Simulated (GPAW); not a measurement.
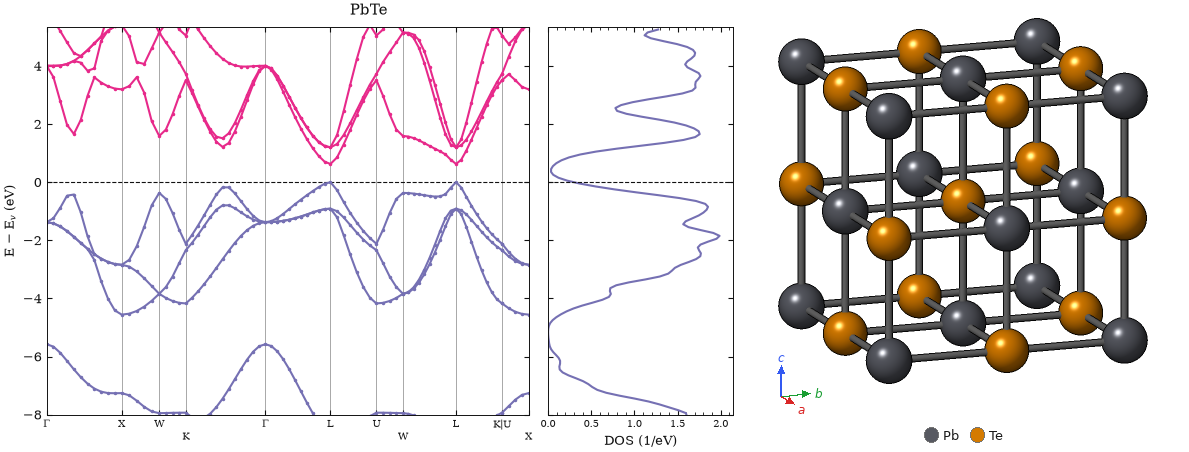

Band structure and density of states, beside the structure. Energies are counted from the top of the valence band. The DOS curve is built from the levels of the k mesh with Gaussians 0.55 eV wide, which also blur the band edges; ripples of that width can come from the mesh.

System: rocksalt PbTe, space group Fm-3m, 2 atoms in the primitive cell; cubic a = 6.462 Å.

GPAW; PBEsol, PAW data sets generated in the run's folder for this functional, no spin polarisation, no spin-orbit coupling, 7×7×7 k mesh, 600 eV cutoff, Fermi-Dirac smearing of 0.05 eV.

Q: Is there a gap? Give its size, its kind and where the band edges lie.

A: A semiconductor. The gap along this path is 0.63 eV and direct: both edges lie at L.

Q: What are the direct gaps at X, K and L?

A: The direct gaps are 6.04 eV at X, 5.63 eV at K and 0.63 eV at L.

Q: How many bands meet at the valence-band top?

A: The top valence level at L is a single band, not degenerate (spin aside).

Spin-orbit coupling is left out, which matters for Pb and Te.
